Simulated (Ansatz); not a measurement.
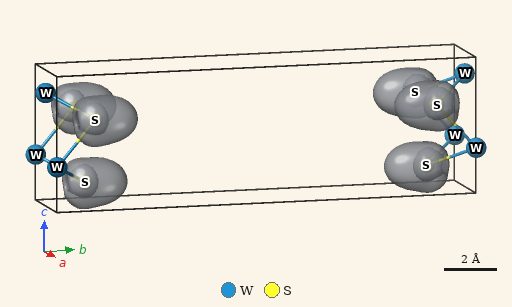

*WS₂. Isosurface of the ELF at 0.75 (grey), seen slightly off an axis. Only the valence region is drawn (cores and ρ < 0.01 e/Å³ removed). Sticks mark near contacts.*

Space group Pmn2₁; a point of a scan over the structure, not its minimum; a structure from a database of computed crystals, not necessarily the ambient phase; PAW files of the earlier set (soft_1).

Level of theory: Ansatz 0.2.0, DFT LDA+D3(BJ), scalar-relativistic, plane waves, PAW.

The calculation's input:

```
crystal:
  lattice:
    - [3.098772652, 0.0, 0.0]
    - [0.0, 5.3672316744, 0.0]
    - [0.0, 0.0, 16.942628177]
  atoms:
    - { symbol: W, position: [0.0, 0.3333333333, -0.0010506044] }
    - { symbol: W, position: [0.5, 0.8333333333, 0.0010506044] }
    - { symbol: S, position: [0.5, 0.1643120685, 0.9071333359] }
    - { symbol: S, position: [0.0, 0.6690212649, 0.9080106735] }
    - { symbol: S, position: [0.5, 0.1690212649, 0.0919893265] }
    - { symbol: S, position: [0.0, 0.6643120685, 0.0928666641] }
basis:
  ecutwfc: 420
kpoints:
  mp_grid: { grid: [10, 6, 2] }
hamiltonian:
  xc: lda
  pseudopotentials: { kind: paw, azcp: { folder: soft_1 } }
  dispersion: d3bj
scf:
  occupations: { method: gaussian, width: 0.05 }
output:
  forces: true
  stress: true
  eigenvalues: true
  write_density: true
  write_potential: true
  elf: true
  volumetric_format: npy
```

Run with:

```sh
ansatz run input.yaml --threads 2 --pin off --max-ram 4096MiB --backend cpu --events-out ev --progress --plain --runs-dir out
```

Below, planes, directions and counts refer to the conventional cell (a = 3.10 Å, b = 16.94 Å, c = 5.37 Å, α = 90.00°, β = 90.00°, γ = 90.00°).

Q: Identify the bonds, lone pairs and shells in this picture.

A: The surface consists of four regions wrapped around S (the valence shell of each), counted in one cell of 6 atoms. Any copies at cell faces, edges or corners count once.

Values along the shortest contacts:
W–S (2.37 Å): the ELF peaks at about 0.85 in the valence shell of S, 0.8 Å from its nucleus, and is about 0.45 at the midpoint.

Q: Does the calculation give a band gap?

A: It is gapped, with a Kohn–Sham gap of 2.0 eV on the k-point mesh, an upper bound to the gap of this method.
